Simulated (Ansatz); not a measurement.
Run report: MgO, band-structure calculation

- system: MgO (I4/mmm, 2 atoms in the cell)
- method: DFT, r2SCAN, plane waves, PAW, no spin polarisation (Ansatz 0.2.0)

The structure derives from an entry of the Crystallography Open Database. The geometry comes from this level: r2SCAN (a point of a series of strains). It belongs to a series of runs on one base structure; here: uniaxial_y strain +1.5%. Figures and captions count atoms from 1; the log counts them from 0 in places.

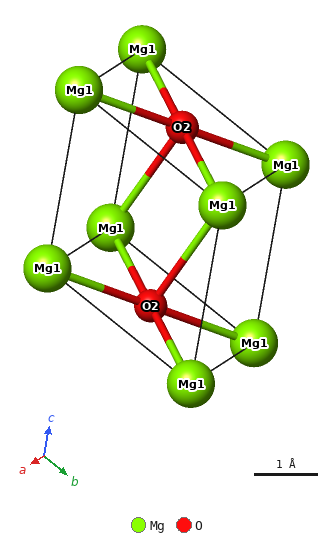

Figure 1. The structure as given in the input (ball-and-stick view of the reduced cell, seen slightly off an axis; atoms are numbered from 1 in the order of the input). Near neighbours in the crystal (not all of them lie inside the picture): Mg has 6 O at 2.10 to 2.13 Å; O has 6 Mg at 2.10 to 2.13 Å.

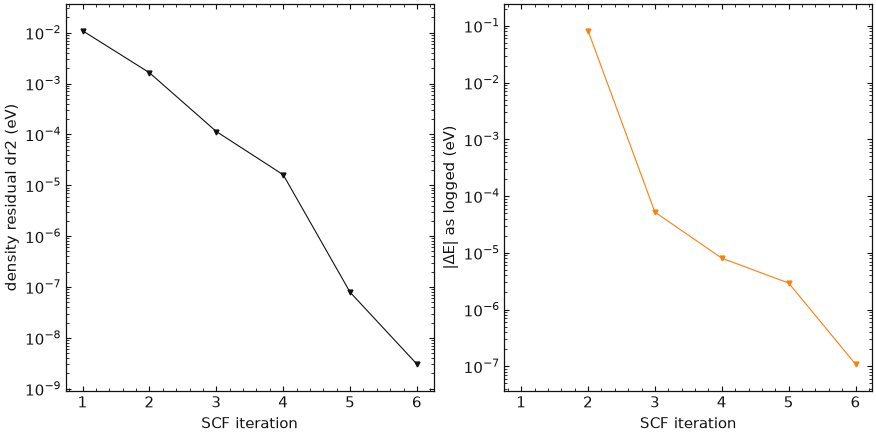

Figure 2. Convergence of the self-consistent field: density residual dr2 and size of the energy change against the SCF iteration. The residual falls at every step.

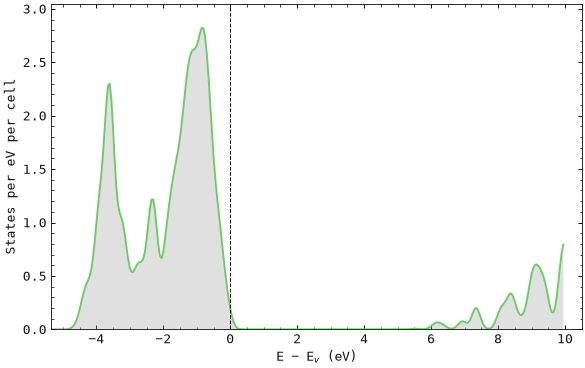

Figure 3. Density of states (the curve is built from the levels of the k mesh with Gaussians 0.3 eV wide, which also blur the band edges), with energies from the valence-band top. There is a gap of 5.51 eV on the k-point mesh. Small ripples come from the finite k-point mesh.

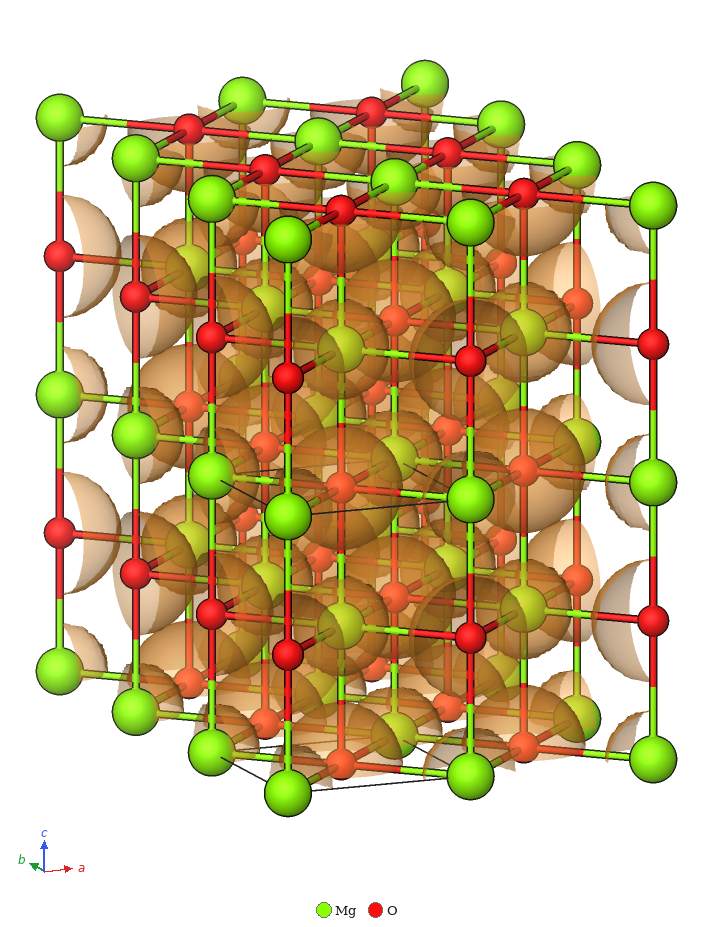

Figure 4. Isosurface of the valence electron density at 0.5 e/Å³ (orange), seen slightly off an axis. Sticks mark near contacts. The outline is the cell set on symmetry axes. At this value the density breaks into separate islands; it holds about 85 % of the electrons treated as valence (semicore included). It is pinched off along the Mg–O (2.10 Å) contacts. On the grid the lowest density along these lines, outside the cores, is 0.28 e/Å³ (Mg–O, 2.10 Å). The fields are those of the smooth PAW valence density.

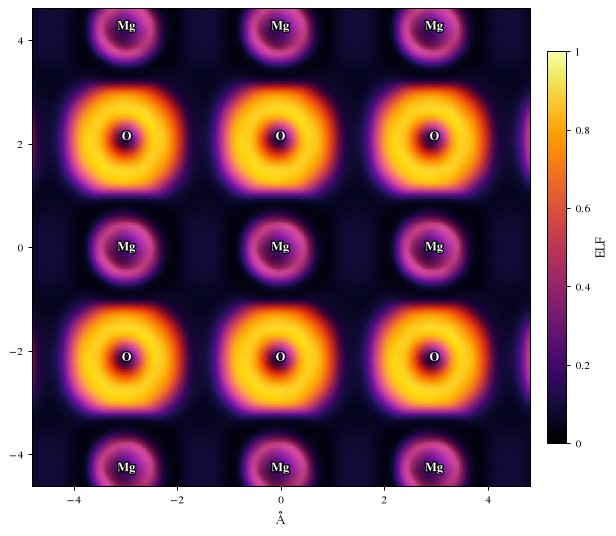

Figure 5. ELF on the (100) plane of the conventional cell. The section cuts through Mg and O sites.

These pictures come from the run below.

Input
```yaml
crystal:
  lattice:
    - [0.0, 2.1334903292, 2.1021680256]
    - [2.1021680256, 0.0, 2.1021680256]
    - [2.1021680256, 2.1334903292, 0.0]
  atoms:
    - { symbol: Mg, position: [0.0, 0.0, 0.0] }
    - { symbol: O, position: [0.5, 0.5, 0.5] }
kpoints:
  mp_grid: { grid: [10, 10, 10] }
  band_path:
    path:
      - [0.0, 0.0, 0.0]
      - [0.5, 0.0, 0.5]
      - [0.625, 0.25, 0.625]
      - [0.375, 0.375, 0.75]
      - [0.5, 0.5, 0.5]
      - [0.5, 0.25, 0.75]
    npoints: 1
hamiltonian:
  xc: r2scan
scf:
  occupations: { method: fixed }
  n_extra_bands: 4
output:
  forces: true
  stress: true
  eigenvalues: true
  write_density: true
  write_potential: true
  elf: true
  volumetric_format: npy
```

Run as:
```bash
ansatz run input.yaml --threads 4 --pin off --max-ram 5529MiB --backend cpu --events-out ev --progress --plain --runs-dir out
```

What the program printed
```
scf.n_extra_bands = 4 over 8 filled bands (N_el = 16.0): the run solves 12 bands
Engine: ansatz 0.2.0, aarch64-unknown-linux-gnu
Pseudopotentials: kind: paw
Pseudopotential: Mg, paw, valence charge 10, recommended cutoff 500 eV (meta_gga), Mg.paw.azcp
Pseudopotential: O, paw, valence charge 6, recommended cutoff 500 eV (meta_gga), O.paw.azcp
Functional definition: r2SCAN
  parameter k0 = 0.174
  parameter k1 = 0.065
  parameter a1 = 4.9479
  exchange = r2scan_x(k0 = k0, k1 = k1, a1 = a1)
  correlation = r2scan_c
Crystal: 2 atoms, lattice volume = 18.856 Å³
Basis set: ecut = 500 eV, 515 PW (Γ), exchange–correlation on 96×96×96 points (64 copies of the dense FFT grid, shifted against one another)
Bands: 12, of which v1, the nominal top of the filled ones, is band 8 counted from 1 (7 counted from 0)
Symmetry: 16 space group operations
Space group: I4/mmm (ITA 139), of the structure as read, at distance tolerance 2.7e-5 Å
k-points: 102 of 1000
Non-local potential: Mg, projectors of the file, l = 0: 3, l = 1: 2, l = 2: 1
Non-local potential: O, projectors of the file, l = 0: 2, l = 1: 2, l = 2: 1
PAW form: soft (Blöchl's): semilocal exchange-correlation on the pseudo side does not see the compensation charge
PAW frozen core: Mg, regenerated for the run's functional (the file was generated under x = pbe(κ = 0.804, μ = 0.2195149727645171), c = pbe(β = 0.06672455060314922))
PAW frozen core: O, regenerated for the run's functional (the file was generated under x = pbe(κ = 0.804, μ = 0.2195149727645171), c = pbe(β = 0.06672455060314922))
PAW one-centre angular grid: Mg, 302 points (default); XC on 224 Gauss nodes
PAW one-centre angular grid: O, 302 points (default); XC on 160 Gauss nodes
Initial density: superposition of atomic densities (neutral atoms: chi_scale 0, normalization atom), corrected by the library's trained network
Initial wavefunctions: pseudopotential atomic-orbital guess
Functional: x = r2scan, c = r2scan; τ floored in thin density (d = 2e-4 eV/Å³)
SCF iter   1: F=—  HF=-2498.249201 eV  |F-HF|=—  |Δ(HF+E_count)|=         —  Δρ=9.87e-3  dr2=1.09e-2  dr2_τ=6.93e-2  ethr=1.77e-3  ⟨swp⟩=4.8  Hψ=6460  notcnv=0  defer=178
preconditioner: auto → none  [insulator: Δε(μ)=5.438 eV  Ē_g=19.895 eV  n_scr=8 (ndim 8)  ℏωp=24.2 eV  f_vac=0.000  ε∞_Penn≈2.5]
SCF iter   2: F=—  HF=-2498.331219 eV  |F-HF|=—  |Δ(HF+E_count)|=   8.20e-2  Δρ=4.76e-3  dr2=1.63e-3  dr2_τ=2.56e-4  ethr=6.81e-5  ⟨swp⟩=2.9  Hψ=3155  notcnv=0  defer=202
SCF iter   3: F=—  HF=-2498.331271 eV  |F-HF|=—  |Δ(HF+E_count)|=   5.21e-5  Δρ=9.90e-4  dr2=1.14e-4  dr2_τ=1.78e-5  ethr=1.02e-5  ⟨swp⟩=3.0  Hψ=1834  notcnv=0  defer=204
SCF iter   4: F=—  HF=-2498.331263 eV  |F-HF|=—  |Δ(HF+E_count)|=   8.05e-6  Δρ=3.57e-4  dr2=1.61e-5  dr2_τ=2.27e-6  ethr=7.15e-7  ⟨swp⟩=2.1  Hψ=1519  notcnv=0  defer=104
SCF iter   5: F=—  HF=-2498.331260 eV  |F-HF|=—  |Δ(HF+E_count)|=   2.93e-6  Δρ=2.91e-5  dr2=7.90e-8  dr2_τ=1.98e-8  ethr=1.01e-7  ⟨swp⟩=2.0  Hψ=1629  notcnv=0  defer=1
SCF iter   6: F=-2498.331261 eV  HF=-2498.331261 eV  |F-HF|=9.36e-10  |Δ(HF+E_count)|=   1.09e-7  Δρ=8.86e-6  dr2=3.04e-9  dr2_τ=1.05e-9  ethr=4.94e-10  ⟨swp⟩=7.5  Hψ=8067  notcnv=0
SCF 1 converged in 6 iterations: F = -2498.331261 eV  dr2 = 3.04e-9
  greatest PAW one-centre occupation: 1.000 electrons in one spin orbital (limit 2), on the Mg atom at site 0 (counted from 0), in its partial waves of l = 0
NSCF: frozen V_eff on 6 k-points
SCF converged after 6 iterations
Free energy (F): -2498.331261 eV
Harris-Foulkes:  -2498.331261 eV  (|F-HF|=9.36e-10)
Internal energy: -2498.331261 eV  (E = F + TS)
E sigma→0 (E₀):  -2498.331261 eV
Fermi energy:    7.625390 eV
--- Per-component energies (eV) ---
  E_band       = -314.296606
  E_kinetic    = 256.316447
  E_local      = -1611.022377  (includes V_loc(G=0)·N_el)
  E_nonlocal   = 142.512012
  E_hartree    = 558.377866
  E_xc         = -103.151611
  E_vxc        = -148.889793  (∫ρ·V_xc dr)
  E_paw        = -456.009509  (= ΣΔE_a)
  E_vpaw       = -79.614992  (= ΣTr[D̂ρ^β])
  E_aug_tail   = 0.001036  (compensation charges beyond the density's cutoff)
  E_vtau       = 9.645765  (kinetic-family band-sum trace: ∫τ·v_τ [+ j·A + Jᵃ·Aᵃ] dr)
  E_ewald      = -1285.296975
  E_core_change = -0.058149  (= ΣΔE_core)
  E_smearing   = -0.000000  (= −TS)
  E_closure    = 0.000000  (closes the sum)
  Σ components = -2498.331261   (vs F -2498.331261, Δ=0.00e0)
--- Forces (eV/Å), atoms counted from 1 ---
  atom   1  Mg    -0.00000000     0.00000000     0.00000000
  atom   2  O      0.00000000    -0.00000000     0.00000000
  max |Σ_I F_I| component: 2.37e-29 eV/Å
--- Stress (GPa, compression-positive) ---
       -1.356266       0.000000      -0.000000
       -0.000000      -4.214460      -0.000000
       -0.000000      -0.000000      -1.356266
  P = ⅓ Tr σ = -2.3090 GPa (-23.090 kbar)
--- Band table (eV; the first three rows and the last of 102) ---
  k-point 0: bands = ["-67.3524", "-32.4389", "-32.4290", "-32.4290", "-10.5514", "7.5941", "7.5941", "7.6254", "13.1384", "24.2722", "24.4297", "24.4297"]
  k-point 1: bands = ["-67.3517", "-32.4433", "-32.4334", "-32.4296", "-10.4456", "6.9805", "7.5287", "7.5443", "13.7520", "23.1429", "24.5704", "24.6834"]
  k-point 2: bands = ["-67.3497", "-32.4617", "-32.4379", "-32.4313", "-10.1561", "5.6783", "7.3625", "7.3635", "14.9649", "21.6376", "25.0563", "25.2259"]
  k-point 101: bands = ["-67.3425", "-32.5064", "-32.4547", "-32.4547", "-9.1077", "3.5377", "6.2944", "6.2944", "17.7391", "18.6412", "21.6679", "27.9816"]
```

File bands.tsv
```
# k_distance	band_0	band_1	band_2	band_3	band_4	band_5	band_6	band_7	band_8	band_9	band_10	band_11
# fermi_ev = 7.625390
# lock_threshold_ev = 1e-6
# [0, 0, 0] at k_distance = 0.000000
# [0.5, 0, 0.5] at k_distance = 1.472513
# [0.625, 0.25, 0.625] at k_distance = 2.000882
# [0.375, 0.375, 0.75] at k_distance = 2.913819
# [0.5, 0.5, 0.5] at k_distance = 3.826756
# [0.5, 0.25, 0.75] at k_distance = 4.875766
# levels_relative_to = fermi_ev
# free_energy_ev = -2498.331261
# largest_residual_norms_ev = 3.134e-4 2.784e-4 2.590e-4 2.995e-4 2.117e-3 8.864e-4 8.205e-4 8.067e-4 5.622e-4 7.394e-4 1.317e-3 1.200e-3
0.000000	-74.977814	-40.064306	-40.054356	-40.054356	-18.176803	-0.031248	-0.031248	0.000000	5.513055	16.646807	16.804284	16.804284
1.472513	-74.967926	-40.131776	-40.080127	-40.080127	-16.733117	-4.087652	-1.331036	-1.331036	10.113667	11.015843	14.042472	20.356218
2.000882	-74.967998	-40.119942	-40.099647	-40.073337	-16.691729	-3.491319	-2.690762	-1.136649	11.091258	12.877217	13.441967	19.431871
2.913819	-74.967660	-40.111173	-40.104937	-40.079678	-16.672552	-3.456902	-2.693594	-1.187658	10.963464	12.824004	13.616533	19.212696
3.826756	-74.970080	-40.140228	-40.069662	-40.061155	-16.913619	-4.580295	-0.699602	-0.668041	8.742569	13.680953	17.205539	17.540834
4.875766	-74.967641	-40.111085	-40.101485	-40.084162	-16.648372	-2.948529	-2.910133	-1.798847	12.531668	12.713681	13.278035	16.626926
```

File rho_z.tsv
```
# z_ang	rho[e/angstrom^3]
# format = ansatz-planar-average/11
# lattice	0.000000000	2.133490329	2.102168026
# lattice	2.102168026	0.000000000	2.102168026
# lattice	2.102168026	2.133490329	0.000000000
# sites	2
# site	12	0.000000000	0.000000000	0.000000000
# site	8	2.102168026	2.133490329	2.102168026
0.000000	1.745575e0
0.124798	1.623098e0
0.249595	1.308179e0
0.374393	9.280677e-1
0.499191	6.133723e-1
0.623988	4.357455e-1
0.748786	3.965621e-1
0.873584	4.582997e-1
0.998382	5.775657e-1
1.123179	7.167331e-1
1.247977	8.428696e-1
1.372775	9.292042e-1
1.497572	9.596239e-1
1.622370	9.292042e-1
1.747168	8.428696e-1
1.871965	7.167331e-1
1.996763	5.775657e-1
2.121561	4.582997e-1
2.246358	3.965621e-1
2.371156	4.357455e-1
2.495954	6.133723e-1
2.620752	9.280677e-1
2.745549	1.308179e0
2.870347	1.623098e0
```

File v_z.tsv
```
# z_ang	v_es[eV]	v_tot[eV]
# format = ansatz-planar-average/11
# xc	r2scan
# density_cutoff_ev	2000
# datasets	Mg=:simpson_from_first_knot:soft:shift=0	O=:simpson_from_first_knot:soft:shift=0
# lattice	0.000000000	2.133490329	2.102168026
# lattice	2.102168026	0.000000000	2.102168026
# lattice	2.102168026	2.133490329	0.000000000
# sites	2
# site	12	0.000000000	0.000000000	0.000000000
# site	8	2.102168026	2.133490329	2.102168026
0.000000	-2.639236e0	-1.207256e1
0.124798	-2.208858e0	-1.178050e1
0.249595	-9.810659e-1	-1.079686e1
0.374393	8.139210e-1	-9.157085e0
0.499191	2.900842e0	-7.213127e0
0.623988	4.759622e0	-5.600452e0
0.748786	5.698176e0	-5.022141e0
0.873584	5.757348e0	-5.473469e0
0.998382	5.371896e0	-6.501927e0
1.123179	4.802176e0	-7.657399e0
1.247977	4.220920e0	-8.604756e0
1.372775	3.801613e0	-9.193169e0
1.497572	3.651746e0	-9.391555e0
1.622370	3.801613e0	-9.193169e0
1.747168	4.220920e0	-8.604756e0
1.871965	4.802176e0	-7.657399e0
1.996763	5.371896e0	-6.501927e0
2.121561	5.757348e0	-5.473469e0
2.246358	5.698176e0	-5.022141e0
2.371156	4.759622e0	-5.600452e0
2.495954	2.900842e0	-7.213127e0
2.620752	8.139210e-1	-9.157085e0
2.745549	-9.810659e-1	-1.079686e1
2.870347	-2.208858e0	-1.178050e1
```

Results in brief

- outcome: converged
- space group (tolerance 0.01 Å): I4/mmm (139)
- electrons treated: 16
- free energy: −2498.3313 eV
- Fermi energy: 7.625 eV
- gap on the k-point mesh: 5.51 eV
- pressure: −2.31 GPa
- largest force (length of the vector): under 0.001 eV/Å
- hardware: 4 threads of Arm Neoverse V1, 24 GiB of memory available, shared host
- wall time: 1.4 s (CPU time 4.7 s)
- peak memory: 0.35 GiB
